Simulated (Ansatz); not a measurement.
# Polarity and tunnelling in Mg/AlN/Zr, part 3 of 6

Both polarities of the barrier in Mg/AlN/Zr, relaxed and compared. The lower electrode is Mg hcp(0001), the upper one Zr hcp(0001); the barrier is AlN zinc blende(111) (whole bilayers). In the first transport cell, after relaxation, the nearest pair of electrode and barrier is Mg–N at 2.43 Å, at a slant, at the lower face and Zr–Al at 3.28 Å, at a slant, at the upper one. All share a net of side 3.111 Å, which strains the lower electrode by -2.5 %, the upper one by -3.7 % and the barrier by +0.0 %, against typed lattice constants near PBE's. The first steps treat the bulk electrodes alone.

Ansatz 0.2.0; PBE DFT, plane waves, PAW files (the session's first sound run).

So far. Step 4 (Relaxation, box 43.8 Å, polarity N face on the lower …): The largest force component on a free atom ends at 0.035 eV/Å. At one or more of this run's solves the program warned of density in the dipole ramp over its bound, where dipole, forces and levels can be off.

**5. T(E) of the junction, polarity N face on the lower electrode, gap between the electrodes 12.8 Å**

This step: PBE DFT, plane waves, PAW files; ballistic transmission by layer matching between semi-infinite leads (Ansatz 0.2.0).

System of this step: Mg/AlN/Zr. The cell holds 30 atoms: 11 Mg, 4 N, 4 Al and 11 Zr. Its edges and angles: a = 3.111 Å, b = 3.111 Å, c = 79.606 Å, α = 90.0°, β = 90.0°, γ = 120.0°. Regions: left electrode, 11 atoms (11 Mg); barrier, 8 atoms (4 N and 4 Al); right electrode, 11 atoms (11 Zr). Vacuum lies along c.

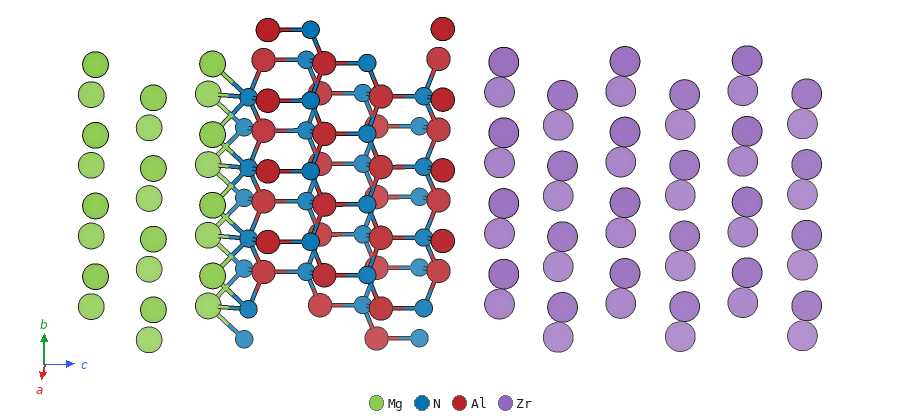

The cell of this step (magnesium green, nitrogen blue, aluminium red, zirconium purple). Drawn is a stretch of 31 Å of the 66 Å that the atoms span along c, seen along the normal of the bc plane, with neighbouring cells across it. Bonds to atoms that aren't drawn are left out.

The relaxed core is set between ideal electrode layers (this cell holds 8 atomic planes between the electrodes; where that differs from the relaxed slab, whole periods were copied in or cut out without a new relaxation), which the solver continues as semi-infinite leads. A wide energy window on a coarse mesh (12×12) shows where the Fermi level lies against the barrier's bands; the projected density of states shows how far the metals' states reach in.

input.yaml

```yaml
crystal:
  lattice:
    - [3.111, 0.0, 0.0]
    - [-1.5555, 2.6942050312, 0.0]
    - [0.0, 0.0, 79.6055362033]
  atoms:
    - { symbol: Mg, position: [0.0, 0.0, 0.0879335827] }
    - { symbol: Mg, position: [0.33333333, 0.66666667, 0.1206817475] }
    - { symbol: Mg, position: [0.0, 0.0, 0.1534299123] }
    - { symbol: Mg, position: [0.33333333, 0.66666667, 0.1861780771] }
    - { symbol: Mg, position: [0.0, 0.0, 0.218926242] }
    - { symbol: Mg, position: [0.33333333, 0.66666667, 0.2516744068] }
    - { symbol: Mg, position: [0.0, 0.0, 0.2844225716] }
    - { symbol: Mg, position: [0.33333333, 0.66666667, 0.3171707364] }
    - { symbol: Mg, position: [0.0, 0.0, 0.3499189012] }
    - { symbol: Mg, position: [0.33333333, 0.66666667, 0.382667066] }
    - { symbol: Mg, position: [0.0, 0.0, 0.4145658674] }
    - { symbol: "N", position: [0.33333333, 0.66666667, 0.4351803867] }
    - { symbol: Al, position: [0.66666667, 0.33333333, 0.4443041721] }
    - { symbol: "N", position: [0.66666667, 0.33333333, 0.4679357781] }
    - { symbol: Al, position: [0.0, 0.0, 0.476294692] }
    - { symbol: "N", position: [0.0, 0.0, 0.4999549539] }
    - { symbol: Al, position: [0.33333333, 0.66666667, 0.5083055875] }
    - { symbol: "N", position: [0.33333333, 0.66666667, 0.5320045402] }
    - { symbol: Al, position: [0.66666667, 0.33333333, 0.540907153] }
    - { symbol: Zr, position: [0.0, 0.0, 0.5754027841] }
    - { symbol: Zr, position: [0.33333333, 0.66666667, 0.6086207328] }
    - { symbol: Zr, position: [0.0, 0.0, 0.6423369199] }
    - { symbol: Zr, position: [0.33333333, 0.66666667, 0.6760531071] }
    - { symbol: Zr, position: [0.0, 0.0, 0.7097692943] }
    - { symbol: Zr, position: [0.33333333, 0.66666667, 0.7434854814] }
    - { symbol: Zr, position: [0.0, 0.0, 0.7772016686] }
    - { symbol: Zr, position: [0.33333333, 0.66666667, 0.8109178558] }
    - { symbol: Zr, position: [0.0, 0.0, 0.844634043] }
    - { symbol: Zr, position: [0.33333333, 0.66666667, 0.8783502301] }
    - { symbol: Zr, position: [0.0, 0.0, 0.9120664173] }
kpoints:
  mp_grid: { grid: [12, 12, 1] }
scf:
  occupations: { method: fermi_dirac, width: 0.1 }
  max_iter: 150
hamiltonian:
  xc: pbe
output:
  transmission:
    kmesh: [12, 12]
    e_range: [-4, 2]
    de: 0.1
    leads: [[4, 6], [24, 26]]
  dos: { projected: true, e_range: [-6, 5], de: 0.05 }
  write_potential: true
  write_density: true
  volumetric_format: npy
  elf: true
```

Run with:

```bash
$ ansatz run input.yaml --threads 4 --pin off --max-ram 12288MiB --backend cpu --events-out ev --progress --plain --runs-dir out
```

Numbers of over 12 decimals in the logs are rounded to 6 here.

The program printed:

```text
[...]
Crystal: 30 atoms, lattice volume = 667.227 Å³
Basis set: ecut = 420 eV, 12963 PW (Γ)
Bands: 167, of which v1, the nominal top of the filled ones, is band 137 counted from 1 (136 counted from 0)
Symmetry: 6 space group operations
[...]
k-points: 19 of 144 (time reversal used)
[...]
SCF iter   1: F=—  HF=-70879.359453 eV  |F-HF|=—  |Δ(HF+E_count)|=         —  Δρ=1.09e-2  dr2=8.14e2  ethr=1.77e-3  ⟨swp⟩=14.8  Hψ=19214  notcnv=0  defer=1
[...]
SCF iter  11: F=-70878.293199 eV  HF=-70878.293199 eV  |F-HF|=8.63e-9  |Δ(HF+E_count)|=   3.30e-9  Δρ=8.05e-7  dr2=2.28e-8  ethr=3.65e-11  ⟨swp⟩=10.7  Hψ=7907  notcnv=0
SCF 1 converged in 11 iterations: F = -70878.293199 eV  dr2 = 2.28e-8
[...]
transmission: 139 of 1387 steps passed
transmission: 278 of 1387 steps passed
[...]
transmission: 1387 of 1387 steps passed
WARN: The output density's exchange-correlation potential varies sharply where the density is thin. Do not read a vacuum level from v_tot or v_xc, or from such a field of the output density. On a cell that repeats whose density bears no net charge and no dipole along the vacuum's axis use v_es (v_loc + v_h of the components); under efield.dipole_correction with no amplitude use v_es + v_field, which holds any externa [...]
SCF converged after 11 iterations
Free energy (F): -70878.293199 eV
[...]
Internal energy: -70877.661535 eV  (E = F + TS)
E sigma→0 (E₀):  -70877.977367 eV
Entropy (-TS):   -0.631664 eV (-21.055 meV/atom)
Fermi energy:    8.221198 eV
[...]
--- Band table (eV; the first three rows and the last of 19) ---
  k-point 0: bands = [... 133 lower, 8.2628, 8.3916, 8.4756, 8.5507, 8.6057, 8.7534, 8.9189, 9.1315, ... 26 higher]
  k-point 1: bands = [... 133 lower, 8.2796, 8.4070, 8.4134, 8.4801, 8.5232, 8.5528, 8.6242, 8.9955, ... 26 higher]
  k-point 2: bands = [... 133 lower, 7.9536, 8.1289, 8.1808, 8.2368, 8.3116, 8.3214, 8.4854, 8.5881, ... 26 higher]
  k-point 18: bands = [... 133 lower, 8.0501, 8.1347, 8.2399, 8.2409, 8.3162, 8.3259, 8.3274, 8.3452, ... 26 higher]
--- Transmission ---
  basis      : 73 plane waves across, 73 finite elements along
  points     : 19, standing for a mesh of 12 x 12
  energies   : 61 from -4.000000 to 2.000000 eV about the Fermi level, 0.100000 eV apart; the leads are filled to 0.000000 eV, and channels, transmission and decay are at 0.000000 eV
  crystal 0  : Mg2, at the sites [4, 6], period 5.2139 Å, over 26.07 Å; its Hamiltonian steps by up to 20.4 meV
    offset         : up to 0.0000 Å between an atom of the period and one for which it stands
    channels       : 8.402778e-1 a spin
    conductance    : none, the energies end too early or step too widely for 300 K: set another output.transmission.e_range or a lower de, or, where they end at an eighth of basis.ecutwfc, a higher one
    slowest decay  : 0.0204 /Å at (0.1667, 0.1667)
  crystal 1  : Zr2, at the sites [24, 26], period 5.3680 Å, over 26.84 Å; its Hamiltonian steps by up to 18.5 meV
[...]
channels       : 7.430556e-1 a spin
[...]
slowest decay  : 0.0170 /Å at (0.4167, 0.0000)
  junction   : crystal 0 to crystal 1, 19.43 to 55.86 Å
    transmission   : 3.757730e-3 a spin
[...]
```

It took 3.9 min on 4 threads of Arm Neoverse V1, shared host; peak memory 3.7 GiB; 14 min of CPU time.

Numbers from this step:

| Quantity | Value |
| --- | --- |
| free energy | -70878.2932 eV |
| Fermi energy | 8.221 eV |
| level to which the leads are filled | 0 eV from the Fermi level |
| transmission at the Fermi level (a spin, zone mean) | 0.003758 |
| channels of the lower lead | 0.8403 |
| channels of the upper lead | 0.7431 |
| potential step in the lower lead | 20.4 meV |
| potential step in the upper lead | 18.5 meV |

One spin. The transmission, zone mean by energy, zero at the Fermi level:

```csv
energy (eV),"transmission, zone mean"
-4.00,0.0420
-3.90,0.0823
-3.60,0.0837
-3.30,0.140
-3.00,0.117
-2.90,0.0231
-2.60,0.0874
-2.20,0.00173
-1.90,5.6e-4
-1.50,4.7e-4
-1.20,0.00109
-0.80,1.6e-4
-0.50,4.5e-4
-0.10,0.00212
0.00,0.00376
0.20,0.00187
0.60,0.0213
0.90,0.0394
1.30,0.150
1.40,0.210
1.60,0.154
2.00,0.0700
```

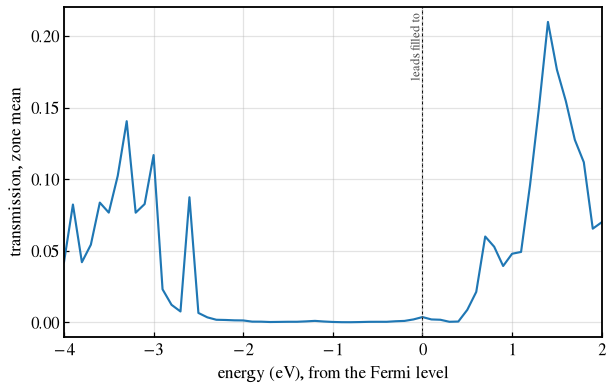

Transmission, zone mean, plotted against energy.

One spin. Open channels, zone mean against energy, zero at the Fermi level:

```csv
energy (eV),lower lead,upper lead
-4.000,0.590,0.215
-3.500,0.632,0.257
-3.000,0.757,0.542
-2.500,0.840,1.02
-2.000,0.882,0.854
-1.500,0.965,0.535
-1.000,1.05,1.03
-0.500,0.812,1.02
0.000,0.840,0.743
0.500,0.938,1.03
1.000,1.35,0.924
1.500,1.23,0.951
2.000,1.30,1.08
```

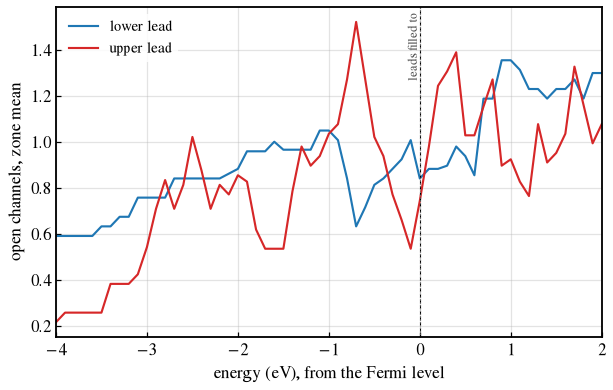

Open channels, zone mean against energy.

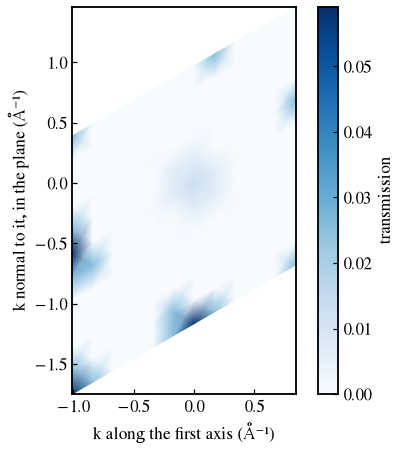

Transmission over k1 and k2. At 0.0000 eV from the Fermi level.

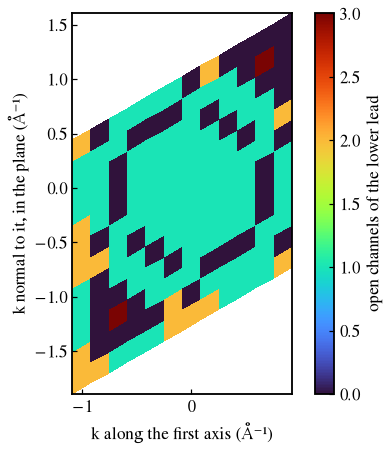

Open channels of the lower lead over k1 and k2. At 0.0000 eV from the Fermi level.

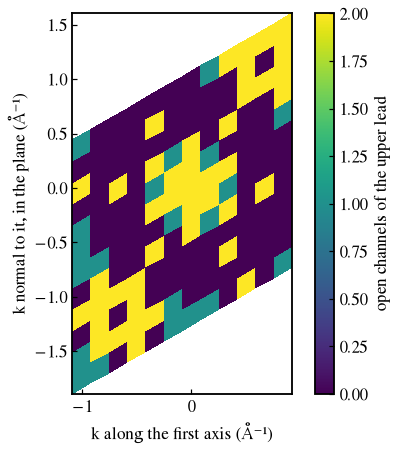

Open channels of the upper lead over k1 and k2. At 0.0000 eV from the Fermi level.

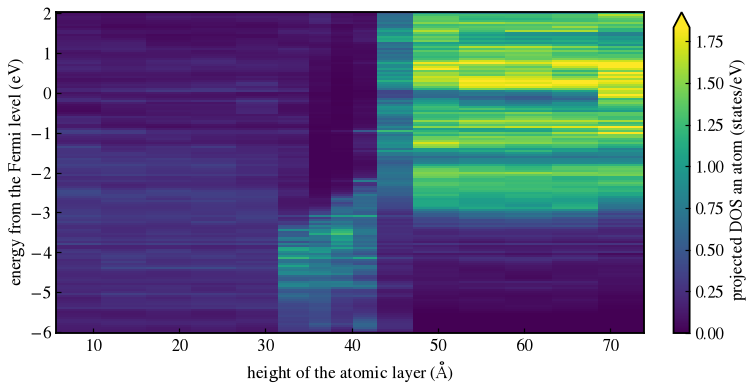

Projected DOS an atom over height of the atomic layer and energy from the Fermi level. Layers: Mg Mg Mg Mg Mg Mg Mg Mg Mg Mg Mg N Al N Al N Al N Al Zr Zr Zr Zr Zr Zr Zr Zr Zr Zr Zr; projections on atoms miss part of the total, and the computed bands can run out at the top of the range; a column is the mean of 2 neighbouring layers, the last of those left over.

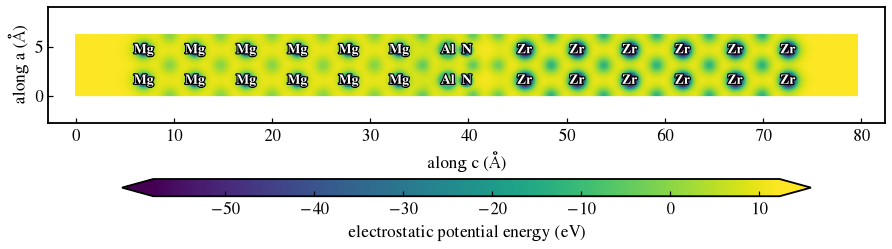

Electrostatic potential energy in the ca plane at fractional y = 1.000, with atoms of Mg and Al and N and Zr within 0.2 Å of it. With pseudopotentials it is smooth inside the atoms' cores, unlike the true potential. The map starts off the cell's origin, so that atoms lie inside it.

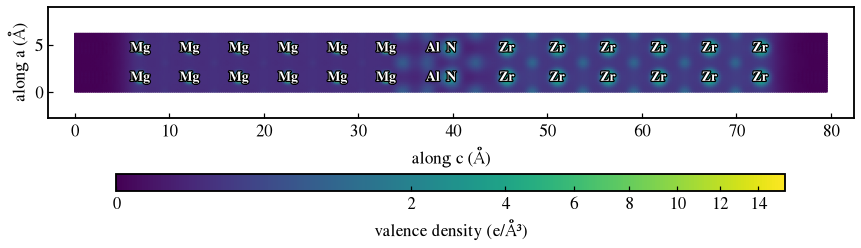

Valence density in the ca plane at fractional y = 1.000, with atoms of Mg and Al and N and Zr within 0.2 Å of it. It is the smooth field of the valence electrons, not physical close to the nuclei. The map starts off the cell's origin, so that atoms lie inside it. The colour scale is stretched toward low values.

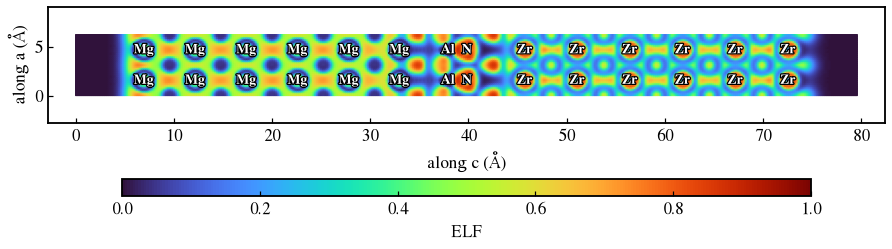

ELF in the ca plane at fractional y = 1.000, with atoms of Mg and Al and N and Zr within 0.2 Å of it. It is the smooth field of the valence electrons, not physical close to the nuclei. The map starts off the cell's origin, so that atoms lie inside it.

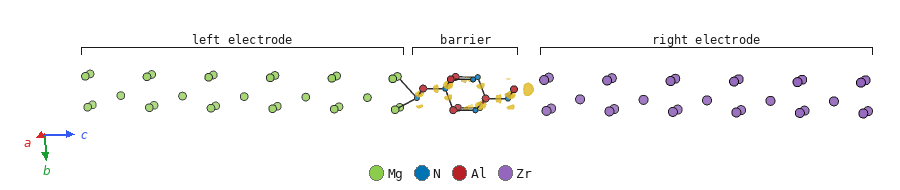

Surface of ELF = 0.85. Bonds to atoms that aren't drawn are left out.

At the Fermi level the transmission is 0.0038, as a zone mean for one spin on this coarse mesh. At the Fermi level the layers of this cell's barrier hold from 0.0049 to 0.12 states an eV and atom. In the worse lead the potential repeats within 20 meV, which the program lets pass.

**6. Conductance on a fine mesh, polarity N face on the lower electrode, gap between the electrodes 12.8 Å**

The conductance needs T(E) within ten thermal energies of the Fermi level, on steps under 1.5 kT, and a finer mesh (30×30), since the current can rest on few wavevectors.

Edit input.yaml of step 5 so:

```diff
@@ -45,10 +45,5 @@
   transmission:
-    kmesh: [12, 12]
-    e_range: [-4, 2]
-    de: 0.1
+    kmesh: [30, 30]
+    e_range: [-0.26, 0.27]
+    de: 0.0375
     leads: [[4, 6], [24, 26]]
-  dos: { projected: true, e_range: [-6, 5], de: 0.05 }
-  write_potential: true
-  write_density: true
-  volumetric_format: npy
-  elf: true
```

The program printed:

```text
[...]
Crystal: 30 atoms, lattice volume = 667.227 Å³
Basis set: ecut = 420 eV, 12963 PW (Γ)
Bands: 167, of which v1, the nominal top of the filled ones, is band 137 counted from 1 (136 counted from 0)
Symmetry: 6 space group operations
[...]
k-points: 19 of 144 (time reversal used)
[...]
SCF iter   1: F=—  HF=-70879.359453 eV  |F-HF|=—  |Δ(HF+E_count)|=         —  Δρ=1.09e-2  dr2=8.14e2  ethr=1.77e-3  ⟨swp⟩=14.8  Hψ=19214  notcnv=0  defer=1
[...]
SCF iter  11: F=-70878.293199 eV  HF=-70878.293199 eV  |F-HF|=8.63e-9  |Δ(HF+E_count)|=   3.30e-9  Δρ=8.05e-7  dr2=2.28e-8  ethr=3.65e-11  ⟨swp⟩=10.7  Hψ=7907  notcnv=0
SCF 1 converged in 11 iterations: F = -70878.293199 eV  dr2 = 2.28e-8
[...]
transmission: 619 of 6097 steps passed
transmission: 1222 of 6097 steps passed
[...]
transmission: 6097 of 6097 steps passed
SCF converged after 11 iterations
Free energy (F): -70878.293199 eV
[...]
Internal energy: -70877.661535 eV  (E = F + TS)
E sigma→0 (E₀):  -70877.977367 eV
Entropy (-TS):   -0.631664 eV (-21.055 meV/atom)
Fermi energy:    8.221198 eV
[...]
--- Band table (eV; the first three rows and the last of 19) ---
  k-point 0: bands = [... 133 lower, 8.2628, 8.3916, 8.4756, 8.5507, 8.6057, 8.7534, 8.9189, 9.1315, ... 26 higher]
  k-point 1: bands = [... 133 lower, 8.2796, 8.4070, 8.4134, 8.4801, 8.5232, 8.5528, 8.6242, 8.9955, ... 26 higher]
  k-point 2: bands = [... 133 lower, 7.9536, 8.1289, 8.1808, 8.2368, 8.3116, 8.3214, 8.4854, 8.5881, ... 26 higher]
  k-point 18: bands = [... 133 lower, 8.0501, 8.1347, 8.2399, 8.2409, 8.3162, 8.3259, 8.3274, 8.3452, ... 26 higher]
--- Transmission ---
  basis      : 73 plane waves across, 67 finite elements along
  points     : 91, standing for a mesh of 30 x 30
  filling    : by the input's occupations and mesh, since the crystals that have channels conduct as metals do. If one of these is a semiconductor, that mesh has misplaced its level
[...]
filled         : 22.9 meV under the level at which it is neutral
    channels       : 8.811111e-1 a spin
    conductance    : 7.9552e14 S/m² at 300 K; may be off by some 0.0 % by where its bands' edges are placed, 6.5 % from the k-mesh, 0.0 % from the distance to neutral
    slowest decay  : 0.0083 /Å at (0.3333, 0.2667)
[...]
filled         : 35.8 meV under the level at which it is neutral
    channels       : 7.855556e-1 a spin
[...]
slowest decay  : 0.0022 /Å at (0.2000, 0.1000)
  junction   : crystal 0 to crystal 1, 19.43 to 55.86 Å
    transmission   : 3.245355e-3 a spin
    conductance    : 2.8866e12 S/m² at 300 K (2.6087e12 on every other point, 2.9143e12 on every other energy)
    error estimate : 1.0 % from the energy spacing and 0.1 % from band edges of the leads and from resonances (wavevectors taken as independent; lower de), 14.7 % from the k-mesh, 16.8 % from the steps of its leads' Hamiltonians or their offsets (lay more layers), 1.9 % from the distance to neutral
    resistance     : 3.4510e-1 Ω µm² beyond half of each lead's own
```

The job ended after 6.2 min (4 threads; peak memory 3.2 GiB; 18 min of CPU time).

This step gave:

```yaml
transmission_at_the_fermi_level_a_spin_zone_mean: 0.003245
channels_of_the_lower_lead: 0.8811
channels_of_the_upper_lead: 0.7856
ballistic_conductance_of_the_lower_lead: 7.96e14 S/m²
ballistic_conductance_of_the_upper_lead: 7.14e14 S/m²
junction_conductance: 2.89e12 S/m²
error_estimates_by_source_in_the_log_s_order: 1, 0.1, 14.7, 16.8, 1.9 %
resistance_area_product_beyond_the_leads: 0.3451 Ω um²
```

One spin. The transmission, zone mean by energy, zero at the Fermi level:

```csv
energy (eV),"transmission, zone mean"
-0.260,0.00102
-0.223,0.00122
-0.185,0.00160
-0.147,0.00184
-0.110,0.00230
-0.072,0.00267
-0.035,0.00293
0.003,0.00325
0.040,0.00354
0.077,0.00322
0.115,0.00236
0.152,0.00194
0.190,7.1e-4
0.228,4.8e-4
0.265,4.5e-4
```

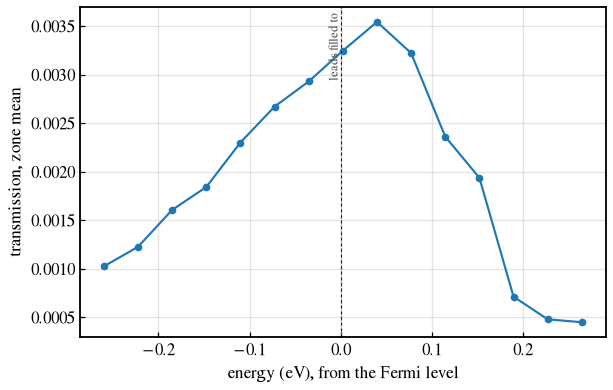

Transmission, zone mean, plotted against energy.

One spin. Table of open channels, zone mean by energy, zero at the Fermi level:

```csv
energy (eV),lower lead,upper lead
-0.260,0.821,0.746
-0.223,0.794,0.679
-0.185,0.854,0.659
-0.147,0.881,0.646
-0.110,0.888,0.672
-0.072,0.861,0.586
-0.035,0.854,0.626
0.003,0.881,0.786
0.040,0.841,0.899
0.077,0.894,1.12
0.115,0.914,1.15
0.152,0.901,1.18
0.190,0.914,1.17
0.228,0.941,1.16
0.265,0.968,1.20
```

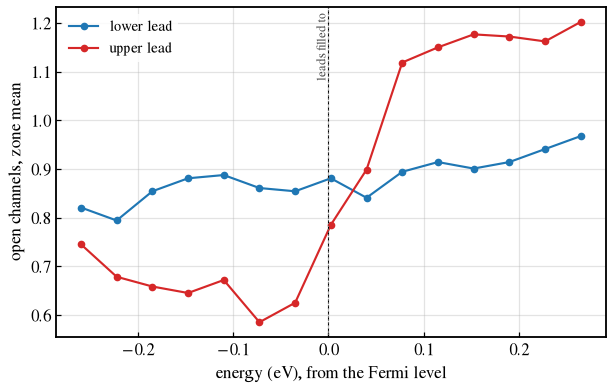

Open channels, zone mean, plotted against energy.

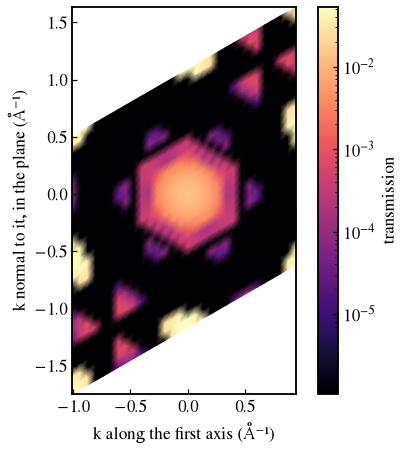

Transmission over k1 and k2. At 0.0025 eV from the Fermi level; zeros and values more than six decades under the largest are shown at that floor.

G = 2.9e12 S/m² (1/G = 0.346 Ω µm²). The largest error estimate is 17 %, from the leads' potential steps. In the worse lead the potential repeats within 20 meV, which the program lets pass, though it still puts 17 % of error on the junction's conductance through them. By hand, Landauer's formula with T at one energy: G = (e²/h) ΣT / A = 3.874e-5 S × 0.00649 / 8.382 Å² = 3.0e12 S/m², with T summed over both spins. The printed value averages T over the Fermi window and is 0.96 times this.

(Part 3 of 6 ends here.)

[Logs are printed without paths, hosts, clocks, repeated set-up lines and the standing remarks that a program may print on its own settings, such as how far it seeks lower states.]

[Hosts, paths, dates, database ids (printed as entryN), source tags and the programs' standing remarks are cut or masked in the printed files.]
